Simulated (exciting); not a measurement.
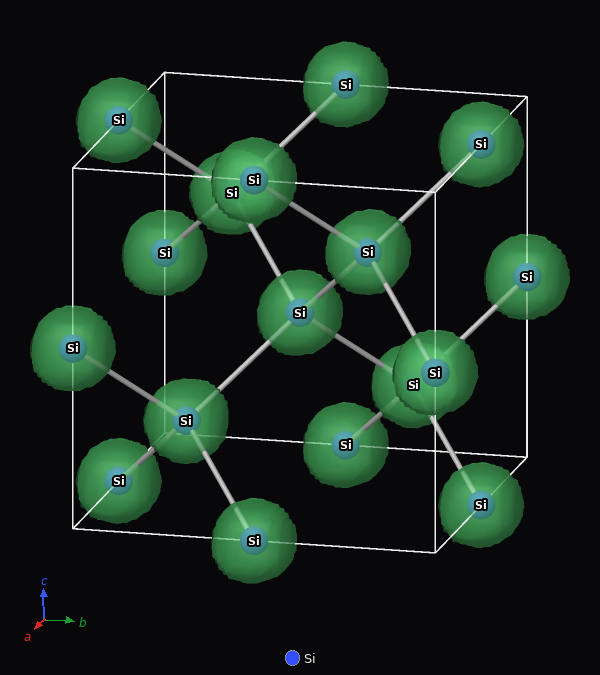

*Si. Isosurface of the total electron density at 0.8 e/Å³ (green), seen slightly off an axis. Sticks mark near contacts.*

Space group Fd-3m; a structure from a database of computed crystals, not necessarily the ambient phase.

Computed with Kohn-Sham DFT of a periodic cell, SOGGA exchange with PBE correlation, all-electron LAPW+lo, shipped species files in exciting sodium.

How is the density connected at this value?

Answer. At this value the density breaks into separate islands. It bridges none of the near contacts. It is pinched off along the sampled Si–Si (2.36 Å) contacts. On the grid the lowest density along these lines, outside the cores, is 0.56 e/Å³ (Si–Si, 2.36 Å).

Does the calculation give a band gap?

Answer. It is gapped, with a Kohn–Sham gap of 0.46 eV on the k-point mesh, an upper bound to the gap of this method.
